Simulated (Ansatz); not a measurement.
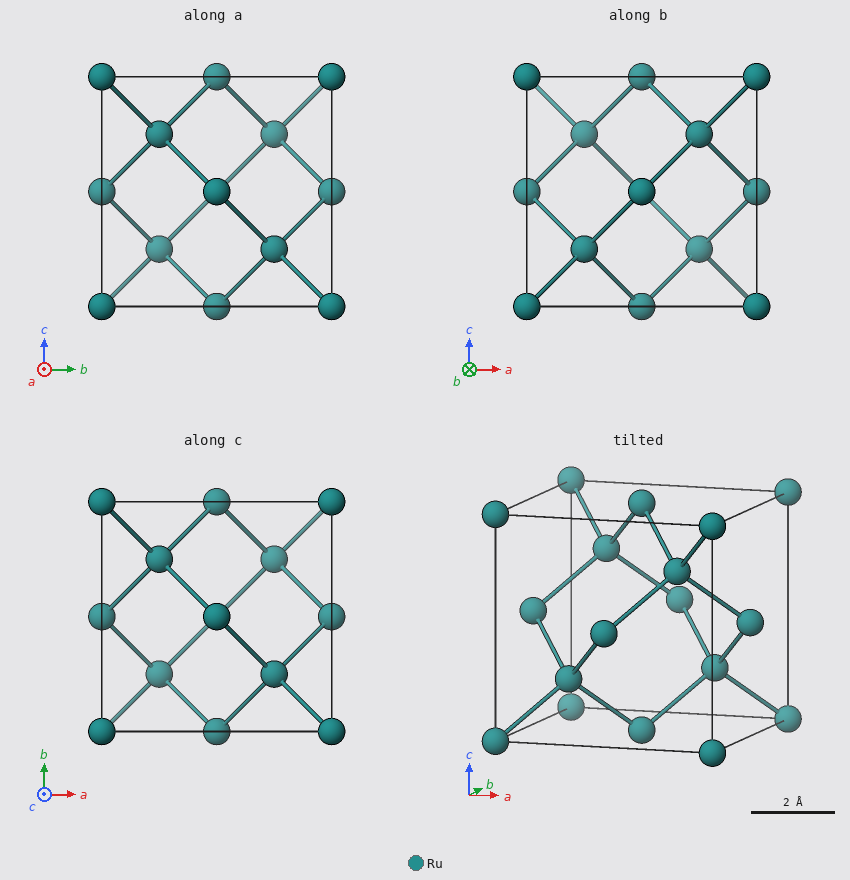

The crystal in a ball-and-stick representation, seen along the a axis, along the b axis, along the c axis and slightly off an axis. One conventional unit cell is framed, with atoms on its boundary repeated.

Lattice parameters: a = 5.5975 Å, b = 5.5975 Å, c = 5.5975 Å, α = 90.000°, β = 90.000°, γ = 90.000°.

Question: Express the structure as a CIF with its space group and independent sites.

Answer:
```cif
data_structure
_symmetry_space_group_name_H-M 'F d -3 m :1'
_symmetry_Int_Tables_number 227
_cell_length_a 5.5975
_cell_length_b 5.5975
_cell_length_c 5.5975
_cell_angle_alpha 90.000
_cell_angle_beta 90.000
_cell_angle_gamma 90.000
_cell_volume 175.38
loop_
_atom_site_label
_atom_site_type_symbol
_atom_site_symmetry_multiplicity
_atom_site_Wyckoff_symbol
_atom_site_fract_x
_atom_site_fract_y
_atom_site_fract_z
_atom_site_occupancy
Ru1 Ru 8 a 0.2500 0.7500 0.7500 1
```

Origin of the cell: a structure type filled with this element by a generator (whether the element takes this form wasn't checked). Earlier steps of the study may have refined or changed the cell and positions. A calculation with Ansatz used it as input.

At this level of theory the cell isn't at rest (stretched, at -10 GPa), so its distances can differ from those at equilibrium, the more so the softer the solid.
